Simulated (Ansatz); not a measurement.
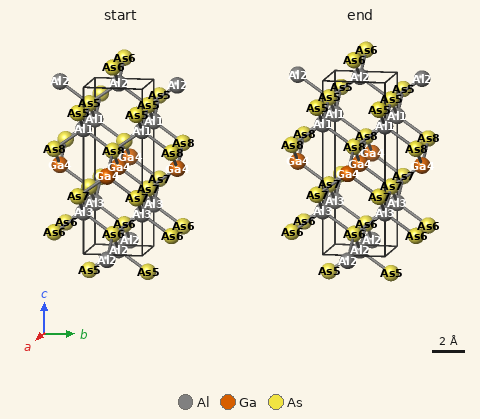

The structure of solid Al3GaAs4 (a generated structure, set up in P-4m2) (coarse preliminary run) before (left) and after (right) a relaxation, at one scale.

Style: ball-and-stick. Shown: the cell of the calculation, slightly off an axis.

The calculation used Ansatz, DFT PBE, scalar-relativistic, plane waves, PAW. Settings: plane-wave cutoff 420 eV; k-point mesh 4 × 4 × 2; occupations gaussian; smearing width 0.1 eV; no spin polarisation; cell and atoms relaxed; force threshold 0.04 eV/Å; at most 70 steps.

> Summarise the run.

Over 3 accepted moves (4 points after the start) the energy falls by 1.116 eV per cell of the calculation. Largest force component: 0.12 eV/Å at the start, 0.0029 eV/Å at the end. The pressure goes from 14.77 to 0.10 GPa. The SCF was repeated once at an unchanged geometry on a basis and grid sized afresh for the cell, which shifted the energy by 11.7 meV per cell of the calculation at most. The largest moves relative to the cell, 0.012 Å, are those of As7 and As8. As8 goes along +c. By element the largest moves are As 0.012 Å, Al 0.003 Å. Ga stays in place. The volume changes by +17.0 %, with a = b 3.846 → 4.074 Å (+5.9 %), c 10.878 → 11.341 Å (+4.3 %). Near-neighbour distances that change, for instance: Ga4–As7 2.355 → 2.489 Å, Al1–As5 2.355 → 2.481 Å. The space group stays P-4m2 (No. 115).
